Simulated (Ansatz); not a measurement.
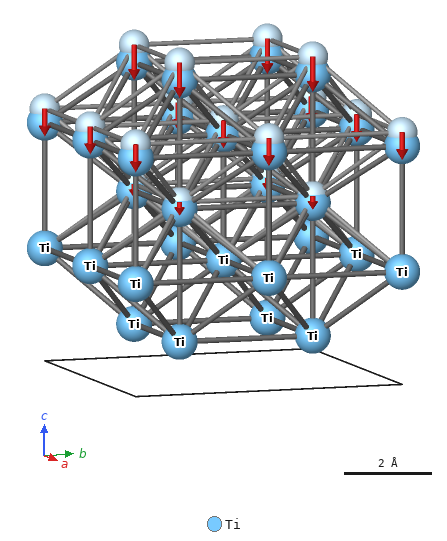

This is a constrained relaxation of a slab of composition Ti (cut from the Im-3m phase). The starting structure is drawn faded, the final one solid; red arrows show the displacements, 2 times their true length.

A ball-and-stick model of the 2 × 2 repeat of the cell, outlined in the plane, without the vacuum, seen slightly off an axis.

Case: clean slab, lower half held. The slab is the (1 0 0) face of Ti. 2 atoms are held fixed.

These are results of Ansatz, DFT r2SCAN, scalar-relativistic, plane waves, PAW, not measurements. Set-up: plane-wave cutoff 500 eV; k-point mesh 9 × 9 × 1; occupations gaussian; smearing width 0.1 eV; no spin polarisation; dipole correction; atoms relaxed in a fixed cell; force threshold 0.03 eV/Å; at most 70 steps.

Describe the change and its energy.

Answer. Over 5 accepted moves (6 points after the start) the energy falls by 52.6 meV per cell of the calculation. Largest force component: 0.53 eV/Å at the start, 0.016 eV/Å at the end. 1 step only repeated the SCF at the same geometry. The largest move is that of a Ti atom, 0.41 Å along the normal (−c). The cell stays as it was. Some distances before and after: Ti–Ti 3.252 → 2.928 Å, Ti–Ti 3.252 → 2.998 Å, Ti–Ti 3.252 → 3.094 Å, Ti–Ti 2.816 → 2.724 Å. The run took 86 s on 2 threads of Intel(R) Xeon(R) Platinum 8375C CPU @ 2.90GHz (Ice Lake) (shared host), peak memory 1 GiB.
